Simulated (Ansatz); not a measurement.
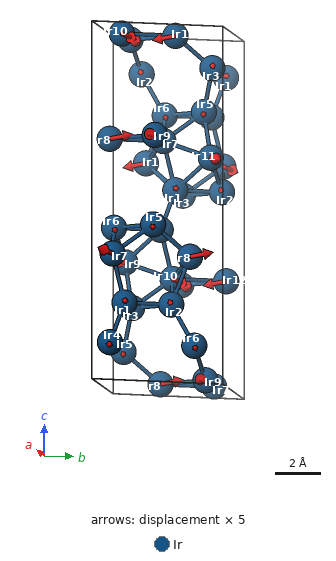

This is a relaxation of crystalline Ir (built on the alpha-boron_166 type) (coarse preliminary run). The starting structure is drawn; red arrows show the displacements (the part carried along by the change of the cell is left out), magnified 5 times.

A ball-and-stick model of the conventional cell (3 times the calculation's cell), seen from a free direction. Lengths and directions refer to the drawn axes.

Case: alpha-boron type (R-3m, No. 166).

These are results of DFT PBE, scalar-relativistic, plane waves, PAW in Ansatz, not measurements.

The input:
```yaml
crystal:
  lattice:
    - [3.1392882422, 1.8124689117, 5.3537489552]
    - [-3.1392882422, 1.8124689117, 5.3537489552]
    - [0.0, -3.6249378233, 5.3537489552]
  atoms:
    - { symbol: Ir, position: [0.01019, 0.65361, 0.01019] }
    - { symbol: Ir, position: [0.01019, 0.01019, 0.65361] }
    - { symbol: Ir, position: [0.65361, 0.01019, 0.01019] }
    - { symbol: Ir, position: [0.98981, 0.34639, 0.98981] }
    - { symbol: Ir, position: [0.34639, 0.98981, 0.98981] }
    - { symbol: Ir, position: [0.98981, 0.98981, 0.34639] }
    - { symbol: Ir, position: [0.22118, 0.6306, 0.22118] }
    - { symbol: Ir, position: [0.22118, 0.22118, 0.6306] }
    - { symbol: Ir, position: [0.6306, 0.22118, 0.22118] }
    - { symbol: Ir, position: [0.77882, 0.3694, 0.77882] }
    - { symbol: Ir, position: [0.3694, 0.77882, 0.77882] }
    - { symbol: Ir, position: [0.77882, 0.77882, 0.3694] }
basis:
  ecutwfc: 420
kpoints:
  mp_grid: { grid: [3, 3, 3] }
hamiltonian:
  xc: pbe
scf:
  occupations: { method: gaussian, width: 0.1 }
  lower_state_search: "off"
output:
  forces: true
  stress: true
  eigenvalues: true
relax:
  adjacent_minimum: "off"
  f_tol: 0.04
  max_steps: 70
  cell: { stress_tol: 0.4 }
```

**What did the optimiser do to the structure, and how much energy did it gain?**

The largest moves relative to the cell, 0.22 Å, are those of Ir7, Ir8, Ir9, Ir10, Ir11 and Ir12. Ir12 goes roughly along [−1 −2 0]. The volume changes by +32.4 %, with a = b 6.279 → 7.103 Å (+13.1 %), c 16.061 → 16.610 Å (+3.4 %). Near-neighbour distances that change, for instance: Ir7–Ir11 2.279 → 2.783 Å, Ir1–Ir11 2.307 → 2.636 Å, Ir1–Ir2 2.239 → 2.495 Å, Ir1–Ir4 2.134 → 2.372 Å. Among the angles between lasting bonds that change: Ir11–Ir1–Ir12 107.0° → 120.2°, Ir2–Ir8–Ir4 107.9° → 95.0°, Ir4–Ir1–Ir7 129.2° → 120.4°. The space group stays R-3m (No. 166). Over 8 accepted moves (10 points after the start) the energy falls by 25.130 eV per cell of the calculation. Largest force component: 13 eV/Å at the start, 0.011 eV/Å at the end. The pressure goes from 142.81 to −0.05 GPa. At 2 points the geometry stayed and the basis and grid were re-selected for the new cell (energy shift of 0.150 eV per cell of the calculation at most each time).
